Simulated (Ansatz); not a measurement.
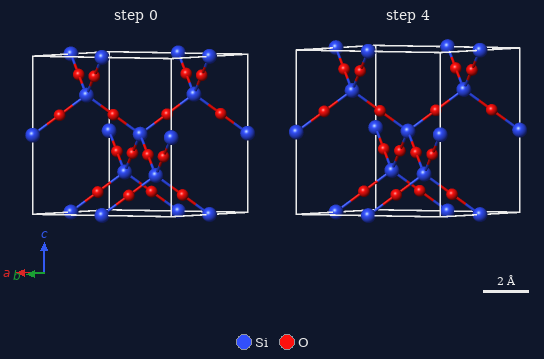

The structure of crystalline SiO₂ (set up in Fd-3m) (coarse preliminary run) before (left) and after (right) a relaxation, at one scale.

Style: ball-and-stick. Shown: the conventional cell (4 times the calculation's cell), from a free direction. Lengths and directions refer to the drawn axes.

These are results of DFT r2SCAN, scalar-relativistic, plane waves, PAW (Ansatz 0.2.0), not measurements.

The input:
```yaml
crystal:
  lattice:
    - [0.0, 3.56, 3.56]
    - [3.56, 0.0, 3.56]
    - [3.56, 3.56, 0.0]
  atoms:
    - { symbol: Si, position: [0.5, 0.5, 0.5] }
    - { symbol: Si, position: [0.75, 0.75, 0.75] }
    - { symbol: O, position: [0.625, 0.625, 0.625] }
    - { symbol: O, position: [0.125, 0.625, 0.625] }
    - { symbol: O, position: [0.625, 0.625, 0.125] }
    - { symbol: O, position: [0.625, 0.125, 0.625] }
basis:
  ecutwfc: 500
kpoints:
  mp_grid: { grid: [6, 6, 6] }
hamiltonian:
  xc: r2scan
scf:
  occupations: { method: gaussian, width: 0.1 }
output:
  forces: true
  stress: true
  eigenvalues: true
relax:
  adjacent_minimum: "off"
  f_tol: 0.05
  max_steps: 80
  cell: { stress_tol: 0.5 }
```

Q: Describe what moved and what it gained.

A: No atom moves by more than 0.005 Å relative to the cell. Cell: a = b = c 7.120 → 7.400 Å (+3.9 %). Volume +12.3 %. Near-neighbour distances that change, for instance: Si1–O3 1.542 → 1.602 Å. The space group stays Fd-3m (No. 227). The energy falls by 121 meV per atom in 3 accepted moves (4 points after the start). All forces vanish by symmetry, so only the cell relaxes. The pressure goes from 22.96 to 0.10 GPa. The SCF was repeated once at an unchanged geometry on a basis and grid sized afresh for the cell, which shifted the energy by 0.4 meV per atom at most.
